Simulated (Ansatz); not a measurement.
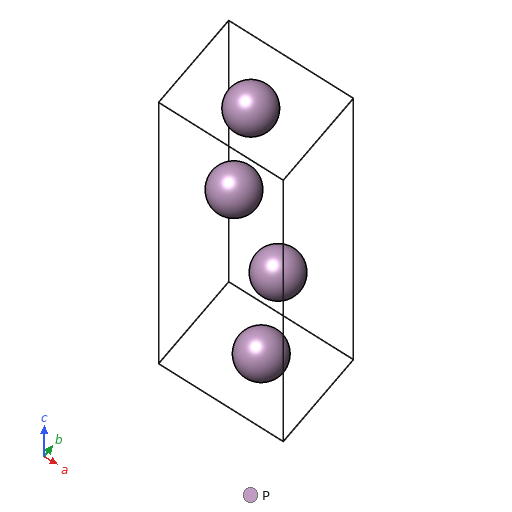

System: P, space group Cmce (No. 64). The picture shows the cell.

Input of the run:
```
crystal:
  lattice:
    - [1.6477431241, -5.4650377251, 0.0]
    - [1.6477431241, 5.4650377251, 0.0]
    - [0.0, 0.0, 4.54363559]
  atoms:
    - { symbol: P, position: [0.90414313, 0.09585687, 0.58881517] }
    - { symbol: P, position: [0.09585687, 0.90414313, 0.41118483] }
    - { symbol: P, position: [0.59585687, 0.40414313, 0.08881517] }
    - { symbol: P, position: [0.40414313, 0.59585687, 0.91118483] }
hamiltonian:
  xc: pbesol
  pseudopotentials: { kind: paw }
kpoints:
  mp_grid: { grid: [8, 8, 6] }
scf:
  occupations: { method: fermi_dirac, width: 0.05 }
output:
  forces: true
  stress: true
elastic:
  mode: clamped_ion
  stencil: two_point
```

Launched with:
```bash
ansatz run input.yaml --threads 2 --pin off --max-ram 5632MiB --backend cpu --events-out ev --progress --plain --runs-dir out
```

Computed with Ansatz 0.2.0: plane-wave DFT, no spin polarisation; elastic constants in Voigt order on the axes of the given cell. Level: PBEsol.

k mesh 8×8×6; occupations Fermi–Dirac; smearing width 0.05 eV; potentials Ansatz PAW; wave cutoff 420 eV; density cutoff 1680 eV; program settings xc grid level 2, xc grid task forces.

What does the calculation give for the sound velocities against the direction of travel in the xy plane, from the elastic constants and the density?

Along x the longitudinal wave runs at 8.89 km/s and the transverse ones at 6.70 and 4.06 km/s; along y the longitudinal wave runs at 7.58 km/s and the transverse ones at 4.31 and 4.06 km/s; along z the longitudinal wave runs at 7.02 km/s and the transverse ones at 6.70 and 4.31 km/s; along x + y they run at 7.39, 5.63 and 5.49 km/s (density 2.51 g/cm³). Over all directions E runs from 100 to 231 GPa, a ratio of 2.3. E is 163 GPa along x, 142 GPa along y and 100 GPa along z, and 131 GPa along the body diagonal x + y + z. The Hill averages are K = 72 GPa and G = 60 GPa; K/G = 1.20.

Stiffness matrix C (GPa), Voigt order:
```tsv
	xx	yy	zz	yz	xz	xy
xx	198.9	13.5	67.0	0.0	0.0	0.0
yy	13.5	144.4	18.2	0.0	0.0	0.0
zz	67.0	18.2	123.9	0.0	0.0	0.0
yz	0.0	0.0	0.0	46.6	0.0	0.0
xz	0.0	0.0	0.0	0.0	112.7	0.0
xy	0.0	0.0	0.0	0.0	0.0	41.5
```

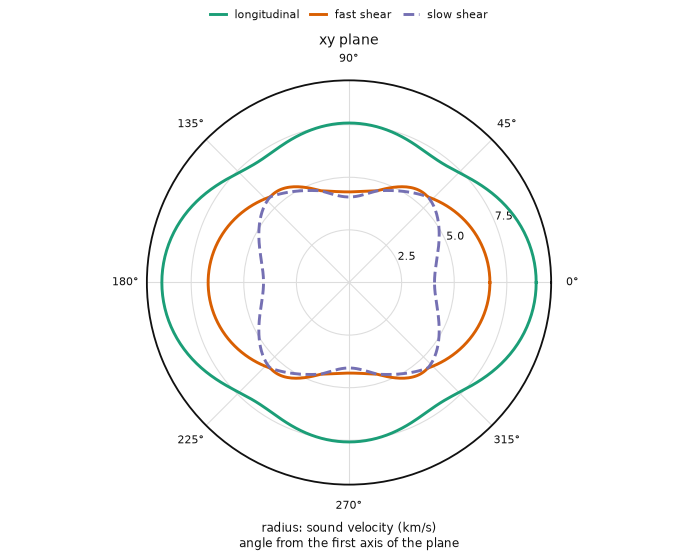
